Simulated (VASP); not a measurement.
**SiC with PBE: from relaxation to properties**

Aim: relax SiC, then compute properties on the relaxed cell. The steps: full relaxation (PBE), second relaxation, density, ELF and potential (PBE), band structure (PBE), total and projected DOS (PBE), electric field gradients (PBE), volume scan with PBE, fit for PBE and bands along the symmetry lines (PBE), changed input. The start is a cell from a database of measured crystal structures.

Calculated with VASP 6.6.1; PBE; plane waves and PAW (Si, C).

**1. The starting structure**

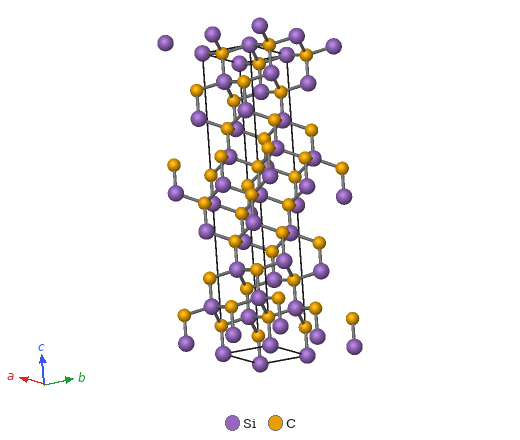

Start, viewed from a free direction; silicon purple, carbon orange. 2×2×1 cells are drawn. Bonds to atoms that aren't drawn are left out. Some periodic images of atoms are drawn too.

**2. Full relaxation (PBE)**

Properties are meant for the cell that this level of theory prefers, so cell and atoms are relaxed first (ISIF = 3) until forces and stress are small; EDIFFG sets the threshold. PBE, the usual starting point, adds the gradient of the density.

File INCAR:

```
SYSTEM = SiC
PREC = Accurate
ENCUT = 520
EDIFF = 1E-06
NELM = 100
ISMEAR = 0
SIGMA = 0.05
LREAL = .FALSE.
ALGO = Normal
GGA = PE
NBANDS = 48
LORBIT = 11
LWAVE = .FALSE.
LCHARG = .FALSE.
KPAR = 8
IBRION = 2
NSW = 60
ISIF = 3
EDIFFG = -0.01
```

File POSCAR:

```
SiC
1.0
    3.0790000000      0.0000000000      0.0000000000
   -1.5395000000      2.6664922183      0.0000000000
    0.0000000000      0.0000000000     20.1460000000
Si C
8 8
Direct
    0.3333333333      0.6666666667      0.2500000000
    0.6666666667      0.3333333333      0.7500000000
    0.3333333333      0.6666666667      0.6250000000
    0.6666666667      0.3333333333      0.1250000000
    0.0000000000      0.0000000000      0.0000000000
    0.0000000000      0.0000000000      0.5000000000
    0.3333333333      0.6666666667      0.8750000000
    0.6666666667      0.3333333333      0.3750000000
    0.3333333333      0.6666666667      0.9690000000
    0.6666666667      0.3333333333      0.4690000000
    0.0000000000      0.0000000000      0.0940000000
    0.0000000000      0.0000000000      0.5940000000
    0.3333333333      0.6666666667      0.3440000000
    0.6666666667      0.3333333333      0.8440000000
    0.3333333333      0.6666666667      0.7190000000
    0.6666666667      0.3333333333      0.2190000000
```

File KPOINTS:

```
Automatic mesh
0
Gamma
8 8 2
0 0 0
```

The projector-augmented-wave data sets are Si and C (PBE family, release 64).

Run with:

```bash
$ mpirun -np 8 vasp_std
```

Output:

```text
[banner, memory and clock lines left out]
running    8 mpi-ranks, on    1 nodes
 distrk:  each k-point on    1 cores,    8 groups
 distr:  one band on    1 cores,    1 groups

 POSCAR found type information on POSCAR SiC
 POSCAR found :  2 types and      16 ions
|                                                                             |
|           W    W    AA    RRRRR   N    N  II  N    N   GGGG   !!!           |
|           W    W   A  A   R    R  NN   N  II  NN   N  G    G  !!!           |
|           W    W  A    A  R    R  N N  N  II  N N  N  G       !!!           |
|           W WW W  AAAAAA  RRRRR   N  N N  II  N  N N  G  GGG   !            |
|           WW  WW  A    A  R   R   N   NN  II  N   NN  G    G                |
|           W    W  A    A  R    R  N    N  II  N    N   GGGG   !!!           |
|                                                                             |
|     For optimal performance we recommend to set                             |
|       NCORE = 2 up to number-of-cores-per-socket                            |
|     NCORE specifies how many cores store one orbital (NPAR=cpu/NCORE).      |
|     This setting can greatly improve the performance of VASP for DFT.       |
|     The default, NCORE=1 might be grossly inefficient on modern             |
|     multi-core architectures or massively parallel machines. Do your        |
|     Unfortunately you need to use the default for GW and RPA                |
|     calculations (for HF NCORE is supported but not extensively tested      |
|     yet).                                                                   |
|                                                                             |

 LDA part: xc-table for (Slater+PW92), standard interpolation
 POSCAR, INCAR and KPOINTS ok, starting setup
 FFT: planning ... GRIDC
 FFT: planning ... GRID_SOFT
 FFT: planning ... GRID
 WAVECAR not read
 entering main loop
       N       E                     dE             d eps       ncg     rms          rms(c)
DAV:   1     0.168063735708E+03    0.16806E+03   -0.28855E+04  1920   0.119E+03
DAV:   2    -0.118385086338E+03   -0.28645E+03   -0.26920E+03  2504   0.213E+02
DAV:   3    -0.135054765455E+03   -0.16670E+02   -0.16547E+02  2488   0.483E+01
DAV:   4    -0.135315675503E+03   -0.26091E+00   -0.26033E+00  2456   0.690E+00
DAV:   5    -0.135321309133E+03   -0.56336E-02   -0.56297E-02  2416   0.964E-01    0.249E+01
DAV:   6    -0.120855523040E+03    0.14466E+02   -0.42525E+01  2392   0.209E+01    0.112E+01
DAV:   7    -0.120527712257E+03    0.32781E+00   -0.44215E+00  2528   0.691E+00    0.475E+00
DAV:   8    -0.120467998689E+03    0.59714E-01   -0.28517E-01  2328   0.184E+00    0.152E+00
DAV:   9    -0.120461367193E+03    0.66315E-02   -0.41051E-02  2392   0.810E-01    0.206E-01
DAV:  10    -0.120462274232E+03   -0.90704E-03   -0.31311E-03  2456   0.209E-01    0.110E-01
DAV:  11    -0.120462479706E+03   -0.20547E-03   -0.41137E-04  2288   0.974E-02    0.229E-02
DAV:  12    -0.120462481251E+03   -0.15443E-05   -0.17589E-05  2464   0.167E-02    0.104E-02
DAV:  13    -0.120462483263E+03   -0.20126E-05   -0.20693E-06  1736   0.615E-03    0.254E-03
DAV:  14    -0.120462483934E+03   -0.67052E-06   -0.29596E-07  1472   0.240E-03
   1 F= -.12046248E+03 E0= -.12046248E+03  d E =-.120462E+03
 curvature:   0.00 expect dE= 0.000E+00 dE for cont linesearch  0.000E+00
 trial: gam= 0.00000 g(F)=  0.594E-02 g(S)=  0.110E+00 ort = 0.000E+00 (trialstep = 0.100E+01)
 search vector abs. value=  0.116E+00
 bond charge predicted
       N       E                     dE             d eps       ncg     rms          rms(c)
DAV:   1    -0.120503694855E+03   -0.41212E-01   -0.23017E+00  2136   0.681E+00    0.158E+00
DAV:   2    -0.120471315877E+03    0.32379E-01   -0.81195E-02  2352   0.110E+00    0.810E-01
DAV:   3    -0.120462041110E+03    0.92748E-02   -0.28937E-02  2256   0.579E-01    0.163E-01
DAV:   4    -0.120461058482E+03    0.98263E-03   -0.27477E-03  2400   0.185E-01    0.772E-02
DAV:   5    -0.120460854317E+03    0.20416E-03   -0.27567E-04  2264   0.591E-02    0.617E-02
DAV:   6    -0.120460852178E+03    0.21388E-05   -0.12048E-05  2504   0.136E-02    0.420E-02
DAV:   7    -0.120460824363E+03    0.27815E-04   -0.17821E-05  2224   0.154E-02    0.637E-03
DAV:   8    -0.120460824618E+03   -0.25513E-06   -0.28684E-06  1744   0.598E-03
   2 F= -.12046082E+03 E0= -.12046082E+03  d E =0.165932E-02
[...]
3 F= -.12049045E+03 E0= -.12049045E+03  d E =-.279672E-01
[...]
4 F= -.12049063E+03 E0= -.12049063E+03  d E =-.174154E-03
[...]
5 F= -.12049063E+03 E0= -.12049063E+03  d E =-.178960E-03
 curvature:  -0.39 expect dE=-0.540E-04 dE for cont linesearch -0.665E-07
 trial: gam= 0.31732 g(F)=  0.101E-03 g(S)=  0.380E-04 ort =-0.897E-05 (trialstep = 0.873E+00)
 search vector abs. value=  0.181E-03
 bond charge predicted
       N       E                     dE             d eps       ncg     rms          rms(c)
DAV:   1    -0.120490687487E+03   -0.56581E-04   -0.10432E-02  1984   0.459E-01    0.313E-02
DAV:   2    -0.120490693528E+03   -0.60418E-05   -0.21482E-04  2488   0.605E-02    0.148E-02
DAV:   3    -0.120490688238E+03    0.52905E-05   -0.75906E-06  2488   0.167E-02    0.758E-03
DAV:   4    -0.120490687924E+03    0.31355E-06   -0.10401E-05  2456   0.133E-02    0.321E-03
DAV:   5    -0.120490687921E+03    0.36707E-08   -0.97129E-07  1392   0.462E-03
   6 F= -.12049069E+03 E0= -.12049069E+03  d E =-.578614E-04
 trial-energy change:   -0.000058  1 .order   -0.000057   -0.000119    0.000005
 step:   0.8355(harm=  0.8355)  dis= 0.00090  next Energy=  -120.490687 (dE=-0.571E-04)
 reached required accuracy - stopping structural energy minimisation
```

The job ended after 75 s (8 MPI ranks of AMD EPYC 9R14 (Zen 4), shared host; peak memory 3 GiB; 8.9 min of CPU time).

Lines that name or quote the potential files are left out of all logs, and their timing lines are given in words.

From OUTCAR (step 2):

```text
ion  position               nearest neighbor table
   1  0.333  0.667  0.250-  16 1.88  16 1.88  16 1.88  13 1.89   8 3.08   4 3.08   4 3.08   8 3.08
                             8 3.08   4 3.08
   2  0.667  0.333  0.750-  15 1.88  15 1.88  15 1.88  14 1.89   3 3.08   7 3.08   7 3.08   3 3.08
                             7 3.08   3 3.08
   3  0.333  0.667  0.625-  12 1.88  12 1.88  12 1.88  15 1.89   6 3.08   2 3.08   2 3.08   6 3.08
                             6 3.08   2 3.08
   4  0.667  0.333  0.125-  11 1.88  11 1.88  11 1.88  16 1.89   5 3.08   1 3.08   1 3.08   5 3.08
                             5 3.08   1 3.08
   5  0.000  0.000  0.000-   9 1.88   9 1.88   9 1.88  11 1.89   7 3.08   4 3.08   7 3.08   4 3.08
                             7 3.08   4 3.08
   6  0.000  0.000  0.500-  10 1.88  10 1.88  10 1.88  12 1.89   8 3.08   3 3.08   8 3.08   3 3.08
                             3 3.08   8 3.08
   7  0.333  0.667  0.875-  14 1.88  14 1.88  14 1.88   9 1.89   2 3.08   5 3.08   2 3.08   5 3.08
                             5 3.08   2 3.08
   8  0.667  0.333  0.375-  13 1.88  13 1.88  13 1.88  10 1.89   6 3.08   1 3.08   1 3.08   6 3.08
                             6 3.08   1 3.08
   9  0.333  0.667  0.969-   5 1.88   5 1.88   5 1.88   7 1.89
  10  0.667  0.333  0.469-   6 1.88   6 1.88   6 1.88   8 1.89
  11  0.000  0.000  0.094-   4 1.88   4 1.88   4 1.88   5 1.89
  12  0.000  0.000  0.594-   3 1.88   3 1.88   3 1.88   6 1.89
  13  0.333  0.667  0.344-   8 1.88   8 1.88   8 1.88   1 1.89
  14  0.667  0.333  0.844-   7 1.88   7 1.88   7 1.88   2 1.89
  15  0.333  0.667  0.719-   2 1.88   2 1.88   2 1.88   3 1.89
  16  0.667  0.333  0.219-   1 1.88   1 1.88   1 1.88   4 1.89

  LATTYP: Found a hexagonal cell.
 ALAT       =     3.0790000000
 C/A-ratio  =     6.5430334524

 Subroutine GETGRP returns: Found 12 space group operations
 (whereof  6 operations were pure point group operations)

The static configuration has the point symmetry C_3v.
 The point group associated with its full space group is C_6v.

 Found     20 irreducible k-points:

   k-points           NKPTS =     20   k-points in BZ     NKDIM =     20   number of bands    NBANDS=     48

   dimension x,y,z NGX =    24 NGY =   24 NGZ =  150
   dimension x,y,z NGXF=    48 NGYF=   48 NGZF=  300

   ENCUT  =  520.0 eV  38.22 Ry    6.18 a.u.   5.72  5.72 37.46*2*pi/ulx,y,z

   NELECT =      64.0000    total number of electrons

 k-points in reciprocal lattice and weights: Automatic mesh
   0.00000000  0.00000000  0.00000000       0.008
   0.12500000  0.00000000  0.00000000       0.047
   0.25000000  0.00000000  0.00000000       0.047
   0.37500000  0.00000000  0.00000000       0.047
   0.50000000  0.00000000  0.00000000       0.023
   0.12500000  0.12500000  0.00000000       0.047
   0.25000000  0.12500000  0.00000000       0.094
   0.37500000  0.12500000  0.00000000       0.094
   0.25000000  0.25000000  0.00000000       0.047
[...]
0.25000000  0.25000000  0.50000000       0.047
   0.37500000  0.25000000  0.50000000       0.047

 average (electrostatic) potential at core
       1 -80.6209       2 -80.6209       3 -80.5809       4 -80.5809       5 -80.5494
       6 -80.5494       7 -80.5454       8 -80.5454       9 -44.9615      10 -44.9615
      11 -44.9867      12 -44.9867      13 -44.9574      14 -44.9574      15 -45.0433
      16 -45.0433

 E-fermi :   8.2091

 k-point     1 :       0.0000    0.0000    0.0000
  band No.  band energies     occupation
    ...
     28       7.8051      2.00000
     29       7.8051      2.00000
     30       7.9520      2.00000
     31       7.9816      2.00000
     32       7.9816      2.00000
     33      13.0674      0.00000
     34      13.1318      0.00000
     35      13.4579      0.00000
     36      13.7207      0.00000
     37      13.9168      0.00000
    ...

 k-point     2 :       0.1250    0.0000    0.0000
  band No.  band energies     occupation
    ...
     28       7.2001      2.00000
     29       7.5717      2.00000
     30       7.6120      2.00000
     31       7.7896      2.00000
     32       7.8613      2.00000
     33      13.1847      0.00000
     34      13.3345      0.00000
     35      13.4392      0.00000
     36      13.8224      0.00000
     37      13.9020      0.00000
    ...

 k-point     3 :       0.2500    0.0000    0.0000
  band No.  band energies     occupation
    ...
     28       6.7438      2.00000
     29       7.0815      2.00000
     30       7.1133      2.00000
     31       7.3309      2.00000
     32       7.4595      2.00000
     33      11.5955      0.00000
     34      11.7328      0.00000
     35      11.9964      0.00000
     36      12.4155      0.00000
     37      12.9325      0.00000
    ...

  Total        0.0153881      0.0153881     -0.0003952      0.0000000      0.0000000      0.0000000
  in kB        0.1468008      0.1468008     -0.0037703      0.0000000      0.0000000      0.0000000
  external PRESSURE =       0.0966104 kB  Pullay stress =       0.0000000 kB

  energy-cutoff  :      520.00
  volume of cell :      167.95
      direct lattice vectors                 reciprocal lattice vectors
     3.095188340  0.000000000  0.000000000     0.323082117  0.186531547 -0.000000000
    -1.547594170  2.680511732 -0.000000000     0.000000000  0.373063094  0.000000000
     0.000000000  0.000000000 20.242460093    -0.000000000  0.000000000  0.049401110

 POSITION                                       TOTAL-FORCE (eV/Angst)
 -----------------------------------------------------------------------------------
     -0.00000      1.78701      5.06276         0.000000     -0.000000     -0.002506
      1.54759      0.89350     15.18399        -0.000000      0.000000     -0.002506
     -0.00000      1.78701     12.65180         0.000000      0.000000     -0.007863
      1.54759      0.89350      2.53057        -0.000000     -0.000000     -0.007863
     -1.54759      2.68051      0.00196        -0.000000     -0.000000     -0.003175
      0.00000      0.00000     10.12319         0.000000     -0.000000     -0.003175
     -0.00000      1.78701     17.71571        -0.000000     -0.000000     -0.000229
      1.54759      0.89350      7.59448         0.000000     -0.000000     -0.000229
     -0.00000      1.78701     19.61288         0.000000      0.000000      0.009771
      1.54759      0.89350      9.49165        -0.000000     -0.000000      0.009771
     -1.54759      2.68051      1.90021        -0.000000     -0.000000     -0.002731
      0.00000      0.00000     12.02145         0.000000      0.000000     -0.002731
     -0.00000      1.78701      6.96566         0.000000      0.000000     -0.000925
      1.54759      0.89350     17.08689         0.000000     -0.000000     -0.000925
     -0.00000      1.78701     14.54879         0.000000      0.000000      0.007658
      1.54759      0.89350      4.42756         0.000000     -0.000000      0.007658
 -----------------------------------------------------------------------------------
    total drift:                                0.000000      0.000000      0.001672

  FREE ENERGIE OF THE ION-ELECTRON SYSTEM (eV)
  ---------------------------------------------------
  free  energy   TOTEN  =      -120.4906879206 eV

  energy  without entropy=     -120.4906879206  energy(sigma->0) =     -120.49068792

 reached required accuracy - stopping structural energy minimisation

 total charge
# of ion       s       p       d       tot
------------------------------------------
    1        0.706   0.960   0.000   1.666
    2        0.706   0.960   0.000   1.666
    3        0.706   0.961   0.000   1.668
    4        0.706   0.961   0.000   1.668
    5        0.706   0.961   0.000   1.668
    6        0.706   0.961   0.000   1.668
    7        0.707   0.958   0.000   1.665
    8        0.707   0.958   0.000   1.665
    9        0.836   1.695   0.000   2.531
   10        0.836   1.695   0.000   2.531
   11        0.836   1.696   0.000   2.532
   12        0.836   1.696   0.000   2.532
   13        0.836   1.696   0.000   2.532
   14        0.836   1.696   0.000   2.532
   15        0.836   1.694   0.000   2.530
   16        0.836   1.694   0.000   2.530
--------------------------------------------------
tot         12.340  21.244   0.000  33.584

[... 3 further parts left out ...]
```

CONTCAR:

```
SiC
   1.00000000000000
     3.0951883398060400    0.0000000000000000    0.0000000000000000
    -1.5475941699030200    2.6805117318178775   -0.0000000000000000
     0.0000000000000000    0.0000000000000000   20.2424600925861924
  Si              C
     8     8
Direct
     0.3333333332999970    0.6666666667000030    0.2501058413478865
     0.6666666667000030    0.3333333332999970    0.7501058413478864
     0.3333333332999970    0.6666666667000030    0.6250128476103398
     0.6666666667000030    0.3333333332999970    0.1250128476103398
     0.0000000000000000    1.0000000000000000    0.0000970166722529
     0.0000000000000000    0.0000000000000000    0.5000970166722529
     0.3333333332999970    0.6666666667000030    0.8751755169398088
     0.6666666667000030    0.3333333332999970    0.3751755169398088
     0.3333333332999970    0.6666666667000030    0.9688982207208321
     0.6666666667000030    0.3333333332999970    0.4688982207208320
     0.0000000000000000    1.0000000000000000    0.0938727302556742
     0.0000000000000000    0.0000000000000000    0.5938727302556743
     0.3333333332999970    0.6666666667000030    0.3441112040116619
     0.6666666667000030    0.3333333332999970    0.8441112040116620
     0.3333333332999970    0.6666666667000030    0.7187266224415488
     0.6666666667000030    0.3333333332999970    0.2187266224415487
```

The gap is read on the k-mesh alone, so it is an upper bound where the band edges lie off the mesh. The run keeps the 12 symmetry operations of its start, so it cannot find a distortion of lower symmetry.

The steps of the relaxation:

```
step  energy less that of the first step (eV)  largest force (eV/Å)  pressure (GPa)  volume (Å³)
   1                                   0.0000                0.1568            3.35       165.40
   2                                   0.0017                0.1193           -3.26       170.64
   3                                  -0.0280                0.0318            0.00       167.95
   4                                  -0.0281                0.0251           -0.03       167.98
   5                                  -0.0281                0.0217           -0.03       167.97
   6                                  -0.0282                0.0098            0.01       167.95
```

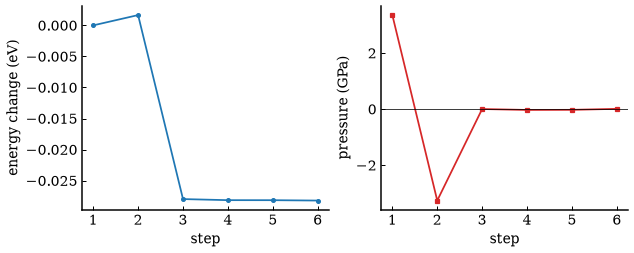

Energy and pressure along the relaxation.

```
conventional cell, symmetrised  before   after  change
                         a (Å)   3.079   3.095  +0.5 %
                         b (Å)   3.079   3.095  +0.5 %
                         c (Å)  20.146  20.242  +0.5 %
              volume (Å³/atom)   10.34   10.50  +1.5 %
```

The relaxed structure:

```cif
data_structure
_symmetry_space_group_name_H-M 'P 1'
_symmetry_Int_Tables_number 1
_cell_length_a 3.0952
_cell_length_b 3.0952
_cell_length_c 20.2425
_cell_angle_alpha 90.000
_cell_angle_beta 90.000
_cell_angle_gamma 120.000
_cell_volume 167.95
loop_
_atom_site_label
_atom_site_type_symbol
_atom_site_fract_x
_atom_site_fract_y
_atom_site_fract_z
_atom_site_occupancy
Si1 Si 0.33333 0.66667 0.25011 1
Si2 Si 0.66667 0.33333 0.75011 1
Si3 Si 0.33333 0.66667 0.62501 1
Si4 Si 0.66667 0.33333 0.12501 1
Si5 Si 0.00000 0.00000 0.00010 1
Si6 Si 0.00000 0.00000 0.50010 1
Si7 Si 0.33333 0.66667 0.87518 1
Si8 Si 0.66667 0.33333 0.37518 1
C9 C 0.33333 0.66667 0.96890 1
C10 C 0.66667 0.33333 0.46890 1
C11 C 0.00000 0.00000 0.09387 1
C12 C 0.00000 0.00000 0.59387 1
C13 C 0.33333 0.66667 0.34411 1
C14 C 0.66667 0.33333 0.84411 1
C15 C 0.33333 0.66667 0.71873 1
C16 C 0.66667 0.33333 0.21873 1
```

Numbers from this step:

```yaml
electrons: 64
bands: 48
irreducible_k_points: 20
symmetry_operations: 12
free_energy_toten: -120.4907 eV
fermi_energy: 8.209 eV
pressure: 0.009661 GPa
metallic: no
valence_top_at_k: 0, 0, 0
conduction_bottom_at_k: 0.5, 0, 0
least_direct_gap_at_k: 0.5, 0, 0
scf_cycles_over_all_ionic_steps: 42
gap_on_the_k_mesh: 1.775 eV
least_direct_gap_on_the_k_mesh: 2.860 eV
```

It ends with a largest force of 0.010 eV/Å and a pressure of 0.01 GPa. The volume lies +1.5 % from that of the database's start.

[end of part 1 of 7]

[Lines on the potential files, build, host, timing and source positions are cut from VASP's logs without a mark.]

[Logs are printed without paths, hosts, clocks, repeated set-up lines and the standing remarks that a program may print on its own settings, such as how far it seeks lower states.]

[Hosts, paths, dates, database ids (printed as entryN), source tags and the programs' standing remarks are cut or masked in the printed files.]

[A measured line is paired with the nearest computed mode of its activity, which favours agreement.]
